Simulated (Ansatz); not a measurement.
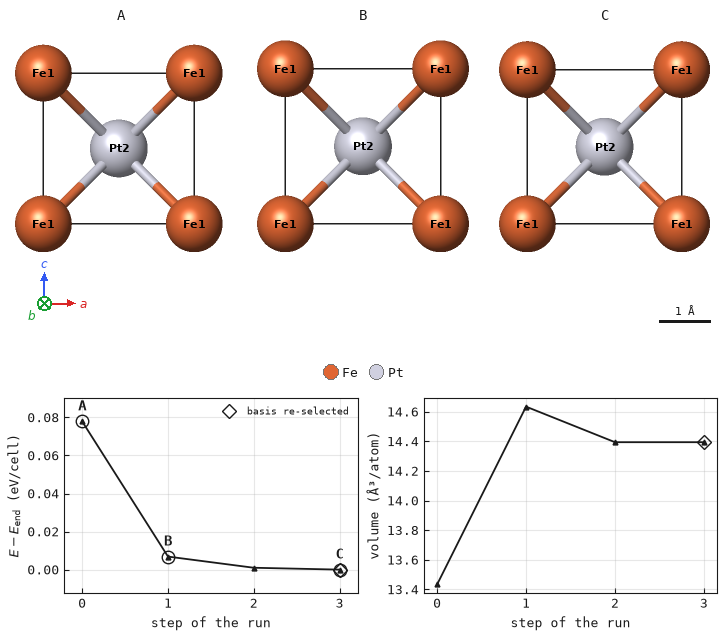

Frames of a relaxation of solid FePt (built on the CsCl (B2) type) (coarse preliminary run), marked on the history of the run. Style: ball-and-stick. Shown: the cell of the calculation, along the b axis.

Theory: DFT PBE, scalar-relativistic, plane waves, PAW in Ansatz. Set-up: plane-wave cutoff 420 eV; k-point mesh 6 × 6 × 6; occupations gaussian; smearing width 0.1 eV; collinear spin; cell and atoms relaxed; force threshold 0.05 eV/Å; at most 80 steps.

Q: What happens along the run?

A: After 2 accepted moves (3 points after the start) the energy has fallen by 77.9 meV per cell of the calculation. All forces vanish by symmetry, so only the cell relaxes. The pressure goes from 14.46 to −0.38 GPa. The SCF was repeated once at an unchanged geometry on a basis and grid sized afresh for the cell, which shifted the energy by 1.0 meV per cell of the calculation at most. The atoms keep their places relative to the cell (all moves are under 0.005 Å). Cell: a = b = c 2.995 → 3.065 Å (+2.3 %). Volume +7.1 %. Among the contacts that change: Fe1–Pt2 2.594 → 2.654 Å. The space group stays Pm-3m (No. 221). From step 0 to 1: volume +8.9 %, energy −71.0 meV per cell of the calculation. From step 1 to 3: volume −1.6 %, energy −6.9 meV per cell of the calculation.
